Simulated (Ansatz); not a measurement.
# AlCo: geometry relaxation (part 2 of 2)

AlCo (P6/mmm, 6 atoms in the cell); DFT PBE, scalar-relativistic, plane waves, PAW, no spin polarisation (Ansatz 0.2.0); cutoff 420 eV, 6×6×6 k-mesh, Gaussian smearing of 0.1 eV. The structure was built on a prototype by a generator; it need not be a known phase. It belongs to a series of runs on one base structure; here: CoSn type (P6/mmm, No. 191).

Geometry of the input (Å; fractional positions):
```
4.5484  0.0000  0.0000
-2.2742  3.9390  0.0000
0.0000  0.0000  3.6697
Al 0.5000  0.0000  0.0000
Al 0.5000  0.5000  0.0000
Al 0.0000  0.5000  0.0000
Co 0.0000  0.0000  0.0000
Co 0.3333  0.6667  0.5000
Co 0.6667  0.3333  0.5000
```

**Output, continued**
```
Crystal: 6 atoms, lattice volume = 86.791 Å³
iter 1 solved again at ethr=3.15e-6 eV; its pass at ethr=3.10e-3 eV (dr2=1.89e-3 eV) is discarded
SCF iter   1: F=—  HF=-16989.464969 eV  |F-HF|=—  |Δ(HF+E_count)|=         —  Δρ=1.62e-3  dr2=1.91e-3  ethr=3.15e-6  ⟨swp⟩=2.0  Hψ=4566  notcnv=0
preconditioner: auto → Kerker (q_TF=auto, 2.565 Å⁻¹)  [metal: Δε(μ)=0.013 eV  Ē_g=4.295 eV  σ=0.100 eV  W_gap=0.07  n_scr=26 (ndim 8)  ℏωp=23.9 eV  f_vac=0.000  D(μ)=4.75/eV (n_scr^D=44)]
SCF iter   2: F=—  HF=-16989.464760 eV  |F-HF|=—  |Δ(HF+E_count)|=   2.09e-4  Δρ=4.84e-4  dr2=2.90e-4  ethr=3.15e-6  ⟨swp⟩=1.0  Hψ=1009  notcnv=0
SCF iter   3: F=—  HF=-16989.464689 eV  |F-HF|=—  |Δ(HF+E_count)|=   7.09e-5  Δρ=1.91e-4  dr2=5.73e-5  ethr=4.83e-7  ⟨swp⟩=1.2  Hψ=1014  notcnv=0
SCF iter   4: F=—  HF=-16989.464680 eV  |F-HF|=—  |Δ(HF+E_count)|=   9.27e-6  Δρ=1.10e-4  dr2=1.04e-5  ethr=9.55e-8  ⟨swp⟩=2.5  Hψ=1334  notcnv=0
SCF iter   5: F=—  HF=-16989.464678 eV  |F-HF|=—  |Δ(HF+E_count)|=   1.73e-6  Δρ=2.85e-5  dr2=7.70e-7  ethr=1.73e-8  ⟨swp⟩=2.2  Hψ=1356  notcnv=0
SCF iter   6: F=—  HF=-16989.464678 eV  |F-HF|=—  |Δ(HF+E_count)|=   1.03e-8  Δρ=2.90e-5  dr2=7.26e-7  ethr=1.00e-9  ⟨swp⟩=4.8  Hψ=3740  notcnv=0
SCF iter   7: F=-16989.464678 eV  HF=-16989.464678 eV  |F-HF|=4.04e-9  |Δ(HF+E_count)|=   2.18e-8  Δρ=6.79e-6  dr2=2.60e-8  ethr=1.00e-9  ⟨swp⟩=2.6  Hψ=2990  notcnv=0
SCF 8 converged in 7 iterations: F = -16989.464678 eV  dr2 = 2.60e-8
relax step   8: F+E_penalty+E_count = -16989.46467830 eV  Δ(F+E_penalty+E_count) = -1.627e-3 eV  max|allowed force component| = 1.696e-17 eV/Å  Δτ_max = 0.0000 Å  P = +0.042 GPa  Ω = 86.791 Å³  energy of the carried Pulay correction = -1.336e-3 eV  (7 SCF iters, dr2 threshold 6.00e-7 eV, accepted)
iter 1 solved again at ethr=7.98e-7 eV; its pass at ethr=3.10e-3 eV (dr2=4.79e-4 eV) is discarded
SCF iter   1: F=—  HF=-16989.465141 eV  |F-HF|=—  |Δ(HF+E_count)|=         —  Δρ=4.54e-4  dr2=5.25e-6  ethr=7.98e-7  ⟨swp⟩=3.0  Hψ=6662  notcnv=0
preconditioner: auto → Kerker (q_TF=auto, 2.565 Å⁻¹)  [metal: Δε(μ)=0.012 eV  Ē_g=4.294 eV  σ=0.100 eV  W_gap=0.07  n_scr=26 (ndim 8)  ℏωp=23.9 eV  f_vac=0.000  D(μ)=4.76/eV (n_scr^D=44)]
SCF iter   2: F=—  HF=-16989.465722 eV  |F-HF|=—  |Δ(HF+E_count)|=   5.82e-4  Δρ=2.34e-4  dr2=2.03e-6  ethr=8.76e-9  ⟨swp⟩=2.0  Hψ=1331  notcnv=0
SCF iter   3: F=—  HF=-16989.465926 eV  |F-HF|=—  |Δ(HF+E_count)|=   2.04e-4  Δρ=1.32e-5  dr2=6.08e-8  ethr=3.38e-9  ⟨swp⟩=1.1  Hψ=1013  notcnv=0
SCF iter   4: F=—  HF=-16989.465927 eV  |F-HF|=—  |Δ(HF+E_count)|=   3.77e-8  Δρ=3.33e-6  dr2=4.39e-9  ethr=1.01e-10  ⟨swp⟩=2.0  Hψ=1539  notcnv=0
iter 5 did not close the SCF: its close was put off for the readings that it lacked (scf_convergence_deferred on its scf_iter line)
SCF iter   5: F=-16989.465927 eV  HF=-16989.465927 eV  |F-HF|=3.54e-9  |Δ(HF+E_count)|=   1.51e-8  Δρ=2.21e-6  dr2=3.04e-9  ethr=7.31e-12  ⟨swp⟩=2.0  Hψ=1832  notcnv=0
SCF iter   6: F=-16989.465927 eV  HF=-16989.465927 eV  |F-HF|=2.87e-10  |Δ(HF+E_count)|=   5.43e-9  Δρ=7.09e-7  dr2=5.00e-10  ethr=5.07e-12  ⟨swp⟩=3.0  Hψ=3186  notcnv=0
SCF 9 converged in 6 iterations: F = -16989.465927 eV  dr2 = 5.00e-10
relax step   9: F+E_penalty+E_count = -16989.46592654 eV  Δ(F+E_penalty+E_count) = -1.248e-3 eV  max|allowed force component| = 2.621e-17 eV/Å  Δτ_max = 0.0000 Å  P = +0.029 GPa  Ω = 86.791 Å³  stress off target by 6.30e-2 GPa  SCF on the basis re-selected at this cell (its energy is not comparable with the rows above)  (6 SCF iters)
```

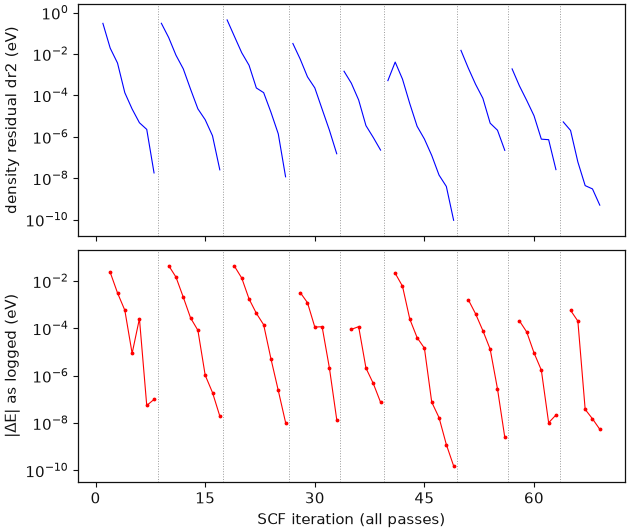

Fig. 1: Convergence of the self-consistent field: density residual dr2 and size of the energy change against the SCF iteration. The dotted lines part the SCF passes of the relaxation: geometry steps, rejected trials and re-solves on a re-selected basis. The 9 passes take 6 to 10 iterations each, 69 in all.

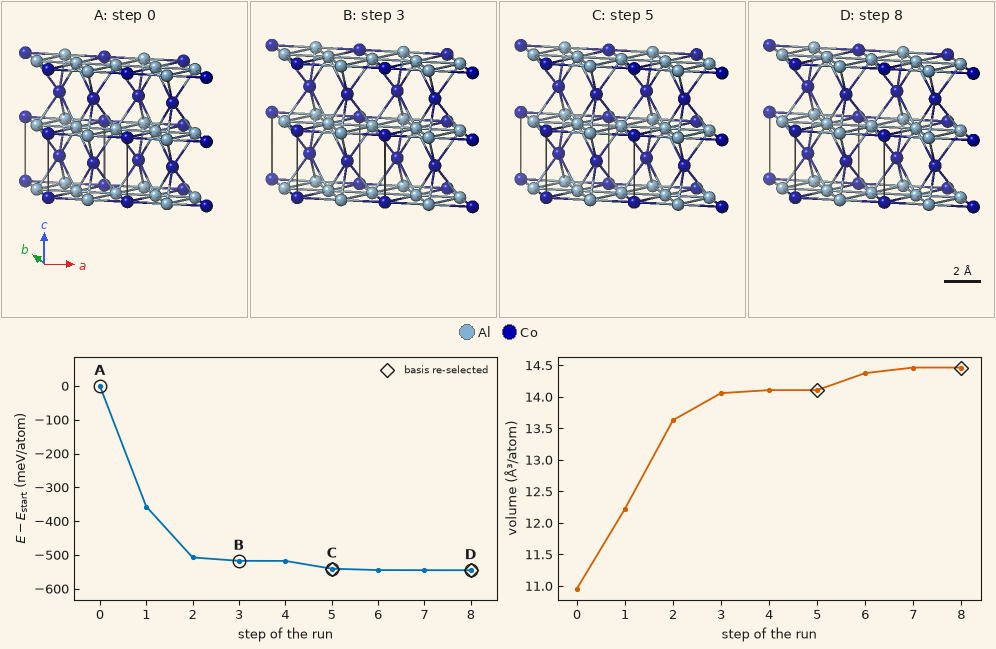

Fig. 2: Frames of the relaxation (ball-and-stick view of the cell of the calculation, repeated 2 × 1 × 2, seen slightly off an axis) above the curves, on which the letters mark them (the first geometry is step 0 here and step 1 in the log).

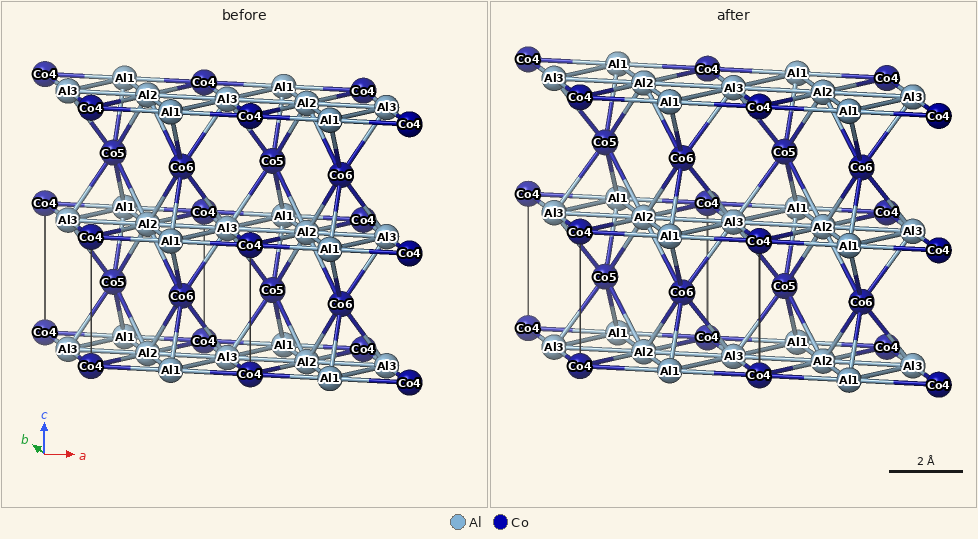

Fig. 3: Before (left) and after (right) the relaxation, at one scale (ball-and-stick view of the cell of the calculation, repeated 2 × 1 × 2, seen slightly off an axis). Over 6 geometry steps the energy falls by 545 meV per atom. All forces vanish by symmetry, so only the cell relaxes. The pressure goes from 59.14 to 0.03 GPa. The basis was re-selected once at an unchanged geometry, which shifts the energy a little without any move. No atom moves by more than 0.005 Å relative to the cell. The volume changes by +32.0 %, with a = b 4.548 → 5.123 Å (+12.6 %), c 3.670 → 3.819 Å (+4.1 %). Among the contacts that change: Al1–Co4 2.274 → 2.561 Å, Al1–Al2 2.274 → 2.561 Å, Al1–Co5 2.256 → 2.415 Å. Among the angles that change: Al1–Co5–Al1 108.8° → 104.5°, Al1–Co5–Al2 60.5° → 64.1°. The space group stays P6/mmm (No. 191). The energy change given includes the shifts at the re-selections in mid-walk, which come without any move. A last SCF at the same geometry on a re-selected plane-wave basis shifts the energy by −0.2 meV per atom. (Atoms are counted from 1 in the order of the input.)

```
basis re-selected at this cell: Δ(F+E_penalty+E_count) = -1.248e-3 eV, ΔP = -0.012 GPa vs the last step (what re-selecting the basis moved, of the pressure what is left beyond the Pulay correction that the steps carried, after the strain that the cell walked since its last selection, with what the two solves' SCF thresholds leave and, on support functions, any second-order correction that the steps lacked; it is no measure of the basis error at this ecutwfc). This SCF's stress stands 6.30e-2 GPa from its target on what of the cell is left free (relax.cell.stress_tol is 4.00e-1 GPa) and its largest allowed force component is 2.62e-17 eV/Å (relax.f_tol is 4.00e-2 eV/Å): within both
SCF converged after 6 iterations
Free energy (F): -16989.465927 eV
Harris-Foulkes:  -16989.465927 eV  (|F-HF|=2.87e-10)
Internal energy: -16989.442124 eV  (E = F + TS)
E sigma→0 (E₀):  -16989.454025 eV
Entropy (-TS):   -0.023803 eV (-3.967 meV/atom)
Fermi energy:    10.623583 eV
--- Per-component energies (eV) ---
  E_band       = -1051.754576
  E_kinetic    = 1437.796272
  E_local      = -11852.485695  (includes V_loc(G=0)·N_el)
  E_nonlocal   = 1415.734175
  E_hartree    = 5075.748004
  E_xc         = -594.078839
  E_vxc        = -699.237991  (∫ρ·V_xc dr)
  E_paw        = -5963.684422  (= ΣΔE_a)
  E_vpaw       = -1505.058341  (= ΣTr[D̂ρ^β])
  E_aug_tail   = 0.000205  (compensation charges beyond the density's cutoff)
  E_ewald      = -6508.471823
  E_smearing   = -0.023803  (= −TS)
  E_closure    = 0.000000  (closes the sum)
  Σ components = -16989.465927   (vs F -16989.465927, Δ=0.00e0)
--- Forces (eV/Å), atoms counted from 1 ---
  atom   1  Al    -0.00000000    -0.00000000     0.00000000
  atom   2  Al     0.00000000     0.00000000     0.00000000
  atom   3  Al    -0.00000000     0.00000000     0.00000000
  atom   4  Co    -0.00000000     0.00000000     0.00000000
  atom   5  Co    -0.00000000    -0.00000000    -0.00000000
  atom   6  Co     0.00000000     0.00000000     0.00000000
  max |Σ_I F_I| component: 9.25e-18 eV/Å
--- Stress (GPa, compression-positive) ---
        0.062979      -0.000000      -0.000000
       -0.000000       0.062979      -0.000000
       -0.000000       0.000000      -0.038312
  P = ⅓ Tr σ = 0.0292 GPa (0.292 kbar)
--- Band table (eV; the first three rows and the last of 28) ---
  k-point 0: bands = ["-83.7234", "-83.7209", "-83.5477", "-47.2198", "-47.2168", "-46.9713", "-46.9713", "-46.9533", "-46.9533", "-46.8977", "-46.8977", "-46.8557", "0.6032", "5.4484", "7.0954", "7.0954", "7.9577", "7.9577", "7.9756", "8.6712", "8.6712", "9.2289", "9.2289", "9.4517", "9.4517", "9.6467", "10.1068", "10.1068", "10.2163", "10.9432", "10.9432", "11.3526", "11.4231", "11.5055", "11.5055", "15.1993"]
  k-point 1: bands = ["-83.7234", "-83.7209", "-83.5476", "-47.2201", "-47.2170", "-46.9713", "-46.9713", "-46.9533", "-46.9533", "-46.8977", "-46.8977", "-46.8559", "0.8581", "5.7358", "7.0232", "7.0232", "7.6080", "7.9998", "7.9998", "8.7743", "8.7743", "9.0049", "9.1527", "9.1527", "9.5181", "9.5181", "10.0119", "10.1609", "10.1609", "11.0333", "11.0333", "11.0578", "11.6320", "11.6320", "11.8150", "14.8335"]
  k-point 2: bands = ["-83.7233", "-83.7209", "-83.5476", "-47.2209", "-47.2172", "-46.9711", "-46.9711", "-46.9533", "-46.9533", "-46.8977", "-46.8977", "-46.8562", "1.5318", "6.0293", "6.5300", "6.9004", "6.9004", "8.0998", "8.0998", "8.9385", "8.9385", "8.9861", "8.9861", "9.0105", "9.6715", "9.6715", "10.0491", "10.0967", "10.2676", "10.2676", "11.2628", "11.2628", "12.0420", "12.0420", "12.1207", "13.7405"]
  k-point 27: bands = ["-83.7221", "-83.7221", "-83.5476", "-47.2193", "-47.2193", "-46.9726", "-46.9622", "-46.9622", "-46.9518", "-46.8978", "-46.8978", "-46.8563", "3.8978", "3.8978", "5.1558", "6.7016", "6.7016", "8.1886", "8.1886", "8.8310", "9.0591", "9.2670", "9.2670", "9.3204", "9.5291", "9.5675", "9.5675", "9.8386", "9.8386", "10.4407", "10.7309", "10.7309", "10.7420", "12.9248", "12.9248", "16.0806"]
--- Relaxed structure (7 steps of the walk, 7 accepted, 2 SCFs on fresh bases) ---
  F+E_penalty+E_count = -16989.46592654 eV   max|allowed force component| = 2.621e-17 eV/Å   (the final SCF, on the basis selected at the relaxed cell)
  cell:  # Å, volume = 86.7914 Å³
    - [5.122964303193067, -3.251421983350798e-11, 1.4045316487443873e-17]
    - [-2.5614821515683754, 4.436617229262298, -7.022658243644736e-18]
    - [1.1332016711552585e-17, 1.22577878182865e-33, 3.8185946416187515]
  atoms:
    - { symbol: Al, position: [0.49999999999999994, -8.077935669463161e-28, 0.0] }
    - { symbol: Al, position: [0.4999999999999999, 0.49999999999999994, 1.925929944387236e-34] }
    - { symbol: Al, position: [2.0340136176892325e-36, 0.49999999999999994, 1.925929944387236e-34] }
    - { symbol: Co, position: [9.165893132841759e-34, 3.1721303654245413e-34, -1.8222706493065863e-37] }
    - { symbol: Co, position: [0.33333333333333326, 0.6666666666666667, 0.49999999999999983] }
    - { symbol: Co, position: [0.6666666666666666, 0.33333333333333326, 0.49999999999999983] }
```

**Trajectory as extended XYZ (Å, eV, eV/Å), 9 frames, from step=1 to step=9**
```
6
Lattice="4.5484 0.0000 0.0000 -2.2742 3.9390 0.0000 0.0000 0.0000 3.6697" Properties=species:S:1:pos:R:3:forces:R:3 step=1 energy=-16986.19531 pressure_GPa=59.14
Al    2.2742    0.0000    0.0000    0.0000   0.0000   0.0000
Al    1.1371    1.9695    0.0000    0.0000   0.0000   0.0000
Al   -1.1371    1.9695    0.0000    0.0000   0.0000   0.0000
Co    0.0000    0.0000    0.0000    0.0000   0.0000   0.0000
Co    0.0000    2.6260    1.8349    0.0000   0.0000   0.0000
Co    2.2742    1.3130    1.8349    0.0000   0.0000   0.0000
6
Lattice="4.7585 0.0000 0.0000 -2.3792 4.1210 0.0000 0.0000 0.0000 3.7404" Properties=species:S:1:pos:R:3:forces:R:3 step=2 energy=-16988.33533 pressure_GPa=28.02
Al    2.3792    0.0000    0.0000    0.0000   0.0000   0.0000
Al    1.1896    2.0605    0.0000    0.0000   0.0000   0.0000
Al   -1.1896    2.0605    0.0000    0.0000   0.0000   0.0000
Co    0.0000    0.0000    0.0000    0.0000   0.0000   0.0000
Co    0.0000    2.7473    1.8702    0.0000   0.0000   0.0000
Co    2.3792    1.3737    1.8702    0.0000   0.0000   0.0000
6
Lattice="4.9706 0.0000 0.0000 -2.4853 4.3046 0.0000 0.0000 0.0000 3.8221" Properties=species:S:1:pos:R:3:forces:R:3 step=3 energy=-16989.23878 pressure_GPa=5.91
Al    2.4853    0.0000    0.0000    0.0000   0.0000   0.0000
Al    1.2426    2.1523    0.0000    0.0000   0.0000   0.0000
Al   -1.2426    2.1523    0.0000    0.0000   0.0000   0.0000
Co    0.0000    0.0000    0.0000    0.0000   0.0000   0.0000
Co    0.0000    2.8698    1.9111    0.0000   0.0000   0.0000
Co    2.4853    1.4349    1.9111    0.0000   0.0000   0.0000
6
Lattice="5.0418 0.0000 0.0000 -2.5209 4.3663 0.0000 0.0000 0.0000 3.8320" Properties=species:S:1:pos:R:3:forces:R:3 step=4 energy=-16989.29909 pressure_GPa=0.54
Al    2.5209    0.0000    0.0000    0.0000   0.0000   0.0000
Al    1.2604    2.1831    0.0000    0.0000   0.0000   0.0000
Al   -1.2604    2.1831    0.0000    0.0000   0.0000   0.0000
Co    0.0000    0.0000    0.0000    0.0000   0.0000   0.0000
Co    0.0000    2.9109    1.9160    0.0000   0.0000   0.0000
Co    2.5209    1.4554    1.9160    0.0000   0.0000   0.0000
6
Lattice="5.0541 0.0000 0.0000 -2.5270 4.3770 0.0000 0.0000 0.0000 3.8263" Properties=species:S:1:pos:R:3:forces:R:3 step=5 energy=-16989.30037 pressure_GPa=-0.06
Al    2.5270    0.0000    0.0000    0.0000   0.0000   0.0000
Al    1.2635    2.1885    0.0000    0.0000   0.0000   0.0000
Al   -1.2635    2.1885    0.0000    0.0000   0.0000   0.0000
Co    0.0000    0.0000    0.0000    0.0000   0.0000   0.0000
Co    0.0000    2.9180    1.9131    0.0000   0.0000   0.0000
Co    2.5270    1.4590    1.9131    0.0000   0.0000   0.0000
6
Lattice="5.0541 0.0000 0.0000 -2.5270 4.3770 0.0000 0.0000 0.0000 3.8263" Properties=species:S:1:pos:R:3:forces:R:3 step=6 energy=-16989.43846 pressure_GPa=3.12
Al    2.5270    0.0000    0.0000    0.0000   0.0000   0.0000
Al    1.2635    2.1885    0.0000    0.0000   0.0000   0.0000
Al   -1.2635    2.1885    0.0000    0.0000   0.0000   0.0000
Co    0.0000    0.0000    0.0000    0.0000   0.0000   0.0000
Co    0.0000    2.9180    1.9131    0.0000   0.0000   0.0000
Co    2.5270    1.4590    1.9131    0.0000   0.0000   0.0000
6
Lattice="5.1046 0.0000 0.0000 -2.5523 4.4208 0.0000 0.0000 0.0000 3.8225" Properties=species:S:1:pos:R:3:forces:R:3 step=7 energy=-16989.46305 pressure_GPa=0.76
Al    2.5523    0.0000    0.0000    0.0000   0.0000   0.0000
Al    1.2762    2.2104    0.0000    0.0000   0.0000   0.0000
Al   -1.2762    2.2104    0.0000    0.0000   0.0000   0.0000
Co    0.0000    0.0000    0.0000    0.0000   0.0000   0.0000
Co    0.0000    2.9472    1.9113    0.0000   0.0000   0.0000
Co    2.5523    1.4736    1.9113    0.0000   0.0000   0.0000
6
Lattice="5.1230 0.0000 0.0000 -2.5615 4.4366 0.0000 0.0000 0.0000 3.8186" Properties=species:S:1:pos:R:3:forces:R:3 step=8 energy=-16989.46468 pressure_GPa=0.04
Al    2.5615    0.0000    0.0000    0.0000   0.0000   0.0000
Al    1.2807    2.2183    0.0000    0.0000   0.0000   0.0000
Al   -1.2807    2.2183    0.0000    0.0000   0.0000   0.0000
Co    0.0000    0.0000    0.0000    0.0000   0.0000   0.0000
Co    0.0000    2.9577    1.9093    0.0000   0.0000   0.0000
Co    2.5615    1.4789    1.9093    0.0000   0.0000   0.0000
6
Lattice="5.1230 0.0000 0.0000 -2.5615 4.4366 0.0000 0.0000 0.0000 3.8186" Properties=species:S:1:pos:R:3:forces:R:3 step=9 energy=-16989.46593 pressure_GPa=0.03
Al    2.5615    0.0000    0.0000    0.0000   0.0000   0.0000
Al    1.2807    2.2183    0.0000    0.0000   0.0000   0.0000
Al   -1.2807    2.2183    0.0000    0.0000   0.0000   0.0000
Co    0.0000    0.0000    0.0000    0.0000   0.0000   0.0000
Co    0.0000    2.9577    1.9093    0.0000   0.0000   0.0000
Co    2.5615    1.4789    1.9093    0.0000   0.0000   0.0000
```

**Results in brief**

| quantity | value |
| --- | --- |
| outcome | converged |
| space group (tolerance 0.01 Å) | P6/mmm (191) |
| electrons treated | 60 |
| free energy | −16989.4659 eV |
| Fermi energy | 10.624 eV |
| gap on the k-point mesh | none (metallic) |
| pressure | 0.03 GPa |
| final volume | 86.79 Å³ |
| largest force (length of the vector) at the end | under 0.001 eV/Å |
| final cell | a = 5.123 Å, b = 5.123 Å, c = 3.819 Å, α = 90.00°, β = 90.00°, γ = 120.00° |
| hardware | 1 thread of Intel Xeon @ 2.50GHz (Skylake/Cascade Lake), 192 GiB of memory available, shared host |
| wall time | 62 s |
| peak memory | 0.45 GiB |

**Notes**

The run has no spin polarisation, so a magnetic state may lie lower.
